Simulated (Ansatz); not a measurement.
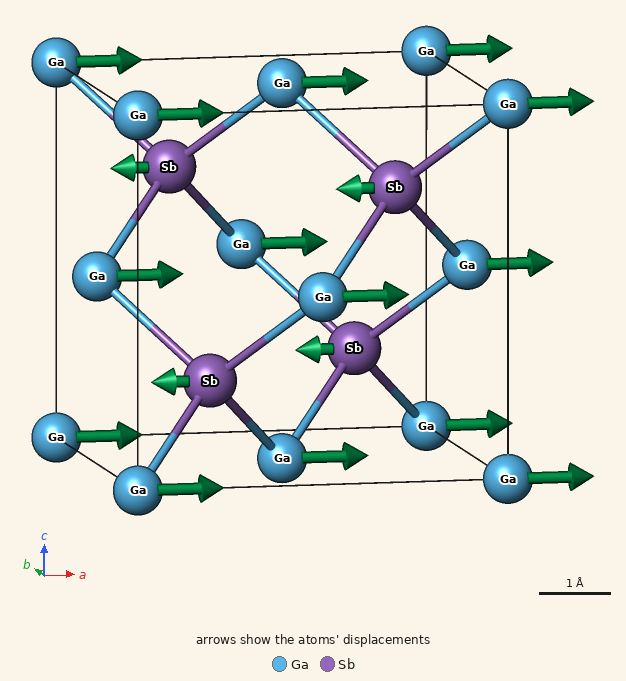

The lowest optical mode of a crystal of GaSb relaxed at 50 GPa, space group F-43m (No. 216), at the zone centre. The green arrows give the relative displacements of the atoms. A ball-and-stick model of the conventional cell (4 times the calculation's cell), seen slightly off an axis. Lengths and directions refer to the drawn axes.

Computed with Ansatz 0.2.0, DFT PBEsol, scalar-relativistic, plane waves, PAW. Set-up: plane-wave cutoff 420 eV; k-point mesh 14 × 14 × 14; occupations fermi dirac; smearing width 0.15 eV; target pressure 50 GPa; no spin polarisation.

The frequencies depend somewhat on the k-mesh and the smearing.

> Is this crystal at a minimum with respect to the drawn distortion?

Yes: this softest mode has a real frequency, and so have all others here. That speaks for this wave vector alone: the rest of the zone wasn't checked in this run. This is the T₂ mode (triply degenerate; one member of the set is drawn) at 42.8 meV, the only optical level, infrared- and Raman-active by symmetry. The Ga sublattice moves against the Sb sublattice, along a; the kinetic energy is shared as Ga 64 %, Sb 36 %. The crystal is a metal, so free carriers screen the infrared response.
